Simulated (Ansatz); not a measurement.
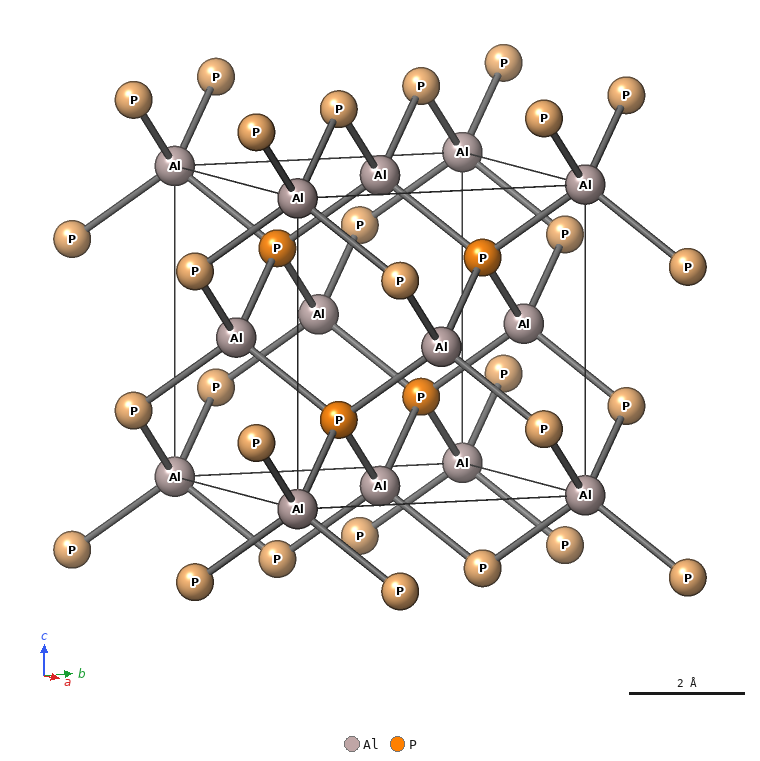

The starting structure (ball-and-stick view of the cell 4 times as large as that of the calculation, set on its symmetry axes, seen slightly off an axis; neighbours outside the cell are drawn fainter).

# Geometry relaxation, with input and output: AlP (part 1 of 2)

AlP (2 atoms in the cell), computed with DFT, PBE, plane waves, PAW, no spin polarisation (Ansatz 0.2.0).

The structure derives from an entry of the Crystallography Open Database.

### Input file
```yaml
crystal:
  lattice:
    - [0.0, 2.7255, 2.7255]
    - [2.7255, 0.0, 2.7255]
    - [2.7255, 2.7255, 0.0]
  atoms:
    - { symbol: Al, position: [0.0, 0.0, 0.0] }
    - { symbol: P, position: [0.25, 0.25, 0.25] }
kpoints:
  mp_grid: { grid: [8, 8, 8] }
hamiltonian:
  xc: pbe
scf:
  occupations: { method: fermi_dirac, width: 0.02 }
relax:
  f_tol: 0.005
  cell: {}
output:
  write_density: true
  write_potential: true
  elf: true
  volumetric_format: npy
```

Launch command:
```bash
ansatz run input.yaml --threads 2 --pin off --max-ram 2211MiB --backend cpu --events-out ev --progress --plain --runs-dir out
```

### Log
```
Engine: ansatz 0.2.0, aarch64-unknown-linux-gnu
Pseudopotentials: kind: paw
Pseudopotential: Al, paw, valence charge 3, recommended cutoff 420 eV (normal), Al.paw.azcp
Pseudopotential: P, paw, valence charge 5, recommended cutoff 420 eV (normal), P.paw.azcp
Functional definition: PBE
  parameter kappa = 0.804
  parameter beta = 0.06672455060314922
  exchange = pbe_x(kappa = kappa, mu = beta*pi^2/3)
  correlation = pbe_c(beta = beta)
Crystal: 2 atoms, lattice volume = 40.492 Å³
Basis set: ecut = 420 eV, 749 PW (Γ), exchange–correlation on 54×54×54 points (8 copies of the dense FFT grid, shifted against one another)
Bands: 8, of which v1, the nominal top of the filled ones, is band 4 counted from 1 (3 counted from 0)
Symmetry: 24 space group operations
Space group: F-43m (ITA 216), of the structure as read, at distance tolerance 3.4e-5 Å
k-points: 29 of 512 (time reversal used)
Non-local potential: Al, projectors of the file, l = 0: 2, l = 1: 2, l = 2: 1
Non-local potential: P, projectors of the file, l = 0: 2, l = 1: 2, l = 2: 2
PAW form: soft (Blöchl's): semilocal exchange-correlation on the pseudo side does not see the compensation charge
PAW one-centre angular grid: Al, 110 points (default); XC on 64 Gauss nodes
PAW one-centre angular grid: P, 110 points (default); XC on 64 Gauss nodes
Initial density: superposition of atomic densities (neutral atoms: chi_scale 0, normalization atom), corrected by the library's trained network
Initial wavefunctions: pseudopotential atomic-orbital guess
Functional: x = pbe(κ = 0.804, μ = 0.2195149727645171), c = pbe(β = 0.06672455060314922)
SCF iter   1: F=—  HF=-1294.432699 eV  |F-HF|=—  |Δ(HF+E_count)|=         —  Δρ=1.22e-3  dr2=9.77e-4  ethr=1.77e-3  ⟨swp⟩=6.4  Hψ=2242  notcnv=0
preconditioner: auto → none  [insulator: Δε(μ)=1.557 eV  Ē_g=9.995 eV  σ=0.020 eV  W_gap=1.00  n_scr=8 (ndim 8)  ℏωp=16.5 eV  f_vac=0.000  D(μ)=0.00/eV (n_scr^D=0)  ε∞_Penn≈3.7]
SCF iter   2: F=—  HF=-1294.432579 eV  |F-HF|=—  |Δ(HF+E_count)|=   1.20e-4  Δρ=3.67e-4  dr2=4.09e-5  ethr=1.22e-5  ⟨swp⟩=2.2  Hψ=666  notcnv=0
SCF iter   3: F=—  HF=-1294.432638 eV  |F-HF|=—  |Δ(HF+E_count)|=   5.97e-5  Δρ=1.51e-4  dr2=5.74e-6  ethr=5.11e-7  ⟨swp⟩=2.3  Hψ=347  notcnv=0
SCF iter   4: F=—  HF=-1294.432648 eV  |F-HF|=—  |Δ(HF+E_count)|=   9.96e-6  Δρ=1.46e-5  dr2=1.33e-7  ethr=7.18e-8  ⟨swp⟩=2.5  Hψ=349  notcnv=0
iter 5 did not close the SCF: its close was put off for the readings that it lacked (scf_convergence_deferred on its scf_iter line)
SCF iter   5: F=-1294.432648 eV  HF=-1294.432648 eV  |F-HF|=1.84e-10  |Δ(HF+E_count)|=   3.92e-8  Δρ=2.76e-6  dr2=3.50e-9  ethr=1.66e-9  ⟨swp⟩=2.4  Hψ=359  notcnv=0
SCF iter   6: F=-1294.432648 eV  HF=-1294.432648 eV  |F-HF|=2.62e-10  |Δ(HF+E_count)|=   1.58e-9  Δρ=9.66e-7  dr2=5.31e-10  ethr=4.37e-11  ⟨swp⟩=5.7  Hψ=1179  notcnv=0
SCF 1 converged in 6 iterations: F = -1294.432648 eV  dr2 = 5.31e-10
  greatest PAW one-centre occupation: 0.781 electrons in one spin orbital (limit 2), on the P atom at site 1 (counted from 0), in its partial waves of l = 0
relax step   1: F+E_penalty+E_count = -1294.43264841 eV  Δ(F+E_penalty+E_count) = +0.000e0 eV  max|allowed force component| = 1.758e-16 eV/Å  Δτ_max = 0.0000 Å  P = +2.742 GPa  Ω = 40.492 Å³  (6 SCF iters, dr2 threshold 1.00e-7 eV, accepted)
Crystal: 2 atoms, lattice volume = 41.426 Å³
Basis set: ecut = 420 eV, 869 PW (Γ), exchange–correlation on 54×54×54 points (8 copies of the dense FFT grid, shifted against one another)
Initial density: handed on by an earlier stage of this run
Initial wavefunctions: those handed on with the density
iter 1 solved again at ethr=1.32e-5 eV; its pass at ethr=3.10e-3 eV (dr2=1.06e-3 eV) is discarded
SCF iter   1: F=—  HF=-1294.442653 eV  |F-HF|=—  |Δ(HF+E_count)|=         —  Δρ=1.23e-3  dr2=1.05e-3  ethr=1.32e-5  ⟨swp⟩=2.2  Hψ=2353  notcnv=0
preconditioner: auto → none  [insulator: Δε(μ)=1.602 eV  Ē_g=9.886 eV  σ=0.020 eV  W_gap=1.00  n_scr=8 (ndim 8)  ℏωp=16.3 eV  f_vac=0.000  D(μ)=0.00/eV (n_scr^D=0)  ε∞_Penn≈3.7]
SCF iter   2: F=—  HF=-1294.442360 eV  |F-HF|=—  |Δ(HF+E_count)|=   2.93e-4  Δρ=4.52e-4  dr2=9.42e-5  ethr=1.32e-5  ⟨swp⟩=2.2  Hψ=352  notcnv=0
SCF iter   3: F=—  HF=-1294.442347 eV  |F-HF|=—  |Δ(HF+E_count)|=   1.33e-5  Δρ=1.28e-4  dr2=9.00e-6  ethr=1.18e-6  ⟨swp⟩=2.0  Hψ=321  notcnv=0
SCF iter   4: F=—  HF=-1294.442348 eV  |F-HF|=—  |Δ(HF+E_count)|=   9.55e-7  Δρ=2.79e-5  dr2=2.33e-7  ethr=1.12e-7  ⟨swp⟩=2.6  Hψ=359  notcnv=0
SCF iter   5: F=-1294.442348 eV  HF=-1294.442348 eV  |F-HF|=2.01e-9  |Δ(HF+E_count)|=   2.39e-7  Δρ=1.73e-6  dr2=1.39e-9  ethr=2.50e-9  ⟨swp⟩=8.6  Hψ=1179  notcnv=0
SCF 2 converged in 5 iterations: F = -1294.442348 eV  dr2 = 1.39e-9
  greatest PAW one-centre occupation: 0.780 electrons in one spin orbital (limit 2), on the P atom at site 1 (counted from 0), in its partial waves of l = 0
relax step   2: F+E_penalty+E_count = -1294.44234796 eV  Δ(F+E_penalty+E_count) = -9.700e-3 eV  max|allowed force component| = 3.238e-17 eV/Å  Δτ_max = 0.0000 Å  P = +0.688 GPa  Ω = 41.426 Å³  energy of the carried Pulay correction = -1.844e-4 eV  (5 SCF iters, dr2 threshold 2.00e-7 eV, accepted)
Crystal: 2 atoms, lattice volume = 41.748 Å³
iter 1 solved again at ethr=1.49e-6 eV; its pass at ethr=3.10e-3 eV (dr2=1.19e-4 eV) is discarded
SCF iter   1: F=—  HF=-1294.443041 eV  |F-HF|=—  |Δ(HF+E_count)|=         —  Δρ=4.12e-4  dr2=1.19e-4  ethr=1.49e-6  ⟨swp⟩=2.2  Hψ=2226  notcnv=0
preconditioner: auto → none  [insulator: Δε(μ)=1.626 eV  Ē_g=9.853 eV  σ=0.020 eV  W_gap=1.00  n_scr=8 (ndim 8)  ℏωp=16.3 eV  f_vac=0.000  D(μ)=0.00/eV (n_scr^D=0)  ε∞_Penn≈3.7]
SCF iter   2: F=—  HF=-1294.443007 eV  |F-HF|=—  |Δ(HF+E_count)|=   3.43e-5  Δρ=1.52e-4  dr2=1.08e-5  ethr=1.49e-6  ⟨swp⟩=2.1  Hψ=346  notcnv=0
SCF iter   3: F=—  HF=-1294.443005 eV  |F-HF|=—  |Δ(HF+E_count)|=   1.58e-6  Δρ=4.33e-5  dr2=1.06e-6  ethr=1.36e-7  ⟨swp⟩=2.1  Hψ=323  notcnv=0
SCF iter   4: F=-1294.443005 eV  HF=-1294.443005 eV  |F-HF|=2.40e-8  |Δ(HF+E_count)|=   1.09e-7  Δρ=9.57e-6  dr2=2.77e-8  ethr=2.50e-9  ⟨swp⟩=9.1  Hψ=1227  notcnv=0
SCF 3 converged in 4 iterations: F = -1294.443005 eV  dr2 = 2.77e-8
relax step   3: F+E_penalty+E_count = -1294.44300516 eV  Δ(F+E_penalty+E_count) = -6.572e-4 eV  max|allowed force component| = 6.939e-17 eV/Å  Δτ_max = 0.0000 Å  P = +0.031 GPa  Ω = 41.748 Å³  energy of the carried Pulay correction = -2.471e-4 eV  (4 SCF iters, dr2 threshold 2.00e-7 eV, accepted)
Initial wavefunctions: pseudopotential atomic-orbital guess (no wavefunctions were taken with the density)
iter 1 solved again at ethr=1.23e-7 eV; its pass at ethr=3.10e-3 eV (dr2=9.84e-6 eV) is discarded
SCF iter   1: F=—  HF=-1294.443301 eV  |F-HF|=—  |Δ(HF+E_count)|=         —  Δρ=2.43e-5  dr2=5.80e-8  ethr=1.23e-7  ⟨swp⟩=3.1  Hψ=3009  notcnv=0
preconditioner: auto → none  [insulator: Δε(μ)=1.631 eV  Ē_g=9.855 eV  σ=0.020 eV  W_gap=1.00  n_scr=8 (ndim 8)  ℏωp=16.3 eV  f_vac=0.000  D(μ)=0.00/eV (n_scr^D=0)  ε∞_Penn≈3.7]
SCF iter   2: F=—  HF=-1294.443299 eV  |F-HF|=—  |Δ(HF+E_count)|=   2.21e-6  Δρ=1.27e-5  dr2=1.44e-8  ethr=7.25e-10  ⟨swp⟩=2.4  Hψ=366  notcnv=0
SCF iter   3: F=—  HF=-1294.443299 eV  |F-HF|=—  |Δ(HF+E_count)|=   1.69e-7  Δρ=2.96e-6  dr2=1.95e-9  ethr=1.79e-10  ⟨swp⟩=2.0  Hψ=352  notcnv=0
SCF iter   4: F=—  HF=-1294.443299 eV  |F-HF|=—  |Δ(HF+E_count)|=   8.90e-9  Δρ=3.42e-7  dr2=2.47e-11  ethr=2.43e-11  ⟨swp⟩=2.0  Hψ=352  notcnv=0
SCF iter   5: F=-1294.443299 eV  HF=-1294.443299 eV  |F-HF|=1.00e-11  |Δ(HF+E_count)|=  8.53e-11  Δρ=1.21e-7  dr2=2.50e-12  ethr=1.00e-12  ⟨swp⟩=6.8  Hψ=1200  notcnv=0
SCF 4 converged in 5 iterations: F = -1294.443299 eV  dr2 = 2.50e-12
relax step   4: F+E_penalty+E_count = -1294.44329872 eV  Δ(F+E_penalty+E_count) = -2.936e-4 eV  max|allowed force component| = 3.354e-17 eV/Å  Δτ_max = 0.0000 Å  P = +0.044 GPa  Ω = 41.748 Å³  stress off target by 4.39e-2 GPa  SCF on the basis re-selected at this cell (its energy is not comparable with the rows above)  (5 SCF iters)
```

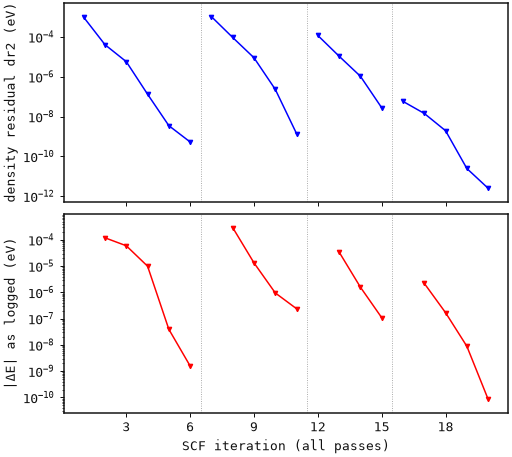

Convergence of the self-consistent field: density residual dr2 and size of the energy change against the SCF iteration. The dotted lines part the SCF passes of the relaxation: geometry steps, rejected trials and re-solves on a re-selected basis. The passes take 6, 5, 4 and 5 iterations.

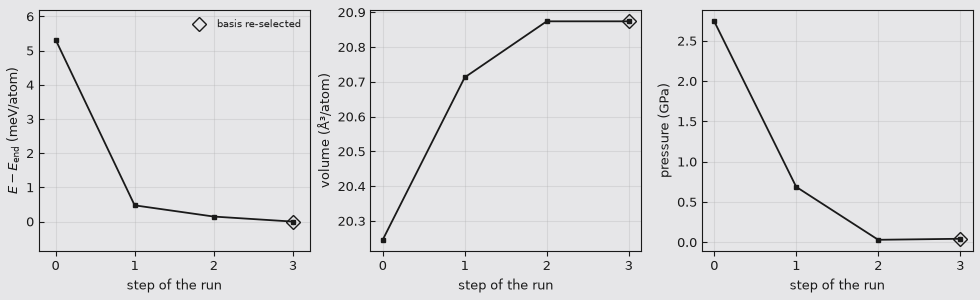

Progress of the relaxation, step by step (the first geometry is step 0 here and step 1 in the log).

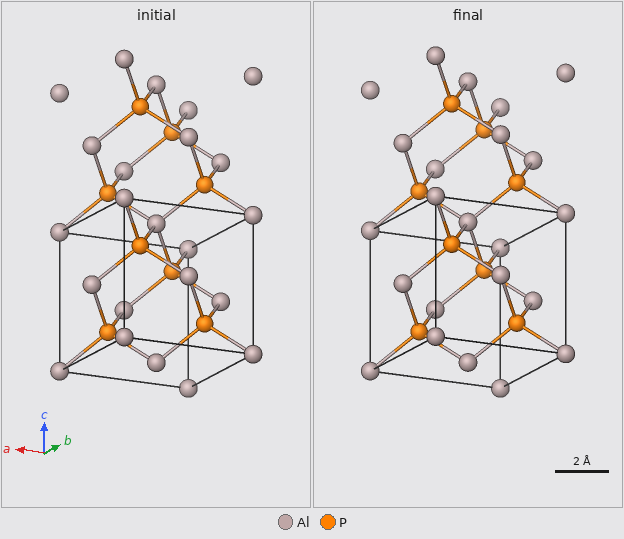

Before (left) and after (right) the relaxation, at one scale (ball-and-stick view of the cell 4 times as large as that of the calculation, set on its symmetry axes, repeated 1 × 1 × 2, seen at an oblique angle). No atom moves by more than 0.005 Å relative to the cell. The drawn cell changes as follows: a = b = c 5.451 → 5.507 Å (+1.0 %); the volume changes by +3.1 %. Among the contacts that change: Al1–P2 2.360 → 2.385 Å. The space group stays F-43m (No. 216). Over 2 geometry steps the energy falls by 5.2 meV per atom. All forces vanish by symmetry, so only the cell relaxes. The pressure goes from 2.74 to 0.04 GPa. A last SCF at the same geometry on a re-selected plane-wave basis shifts the energy by −0.1 meV per atom. (Atoms are counted from 1 in the order of the input.)
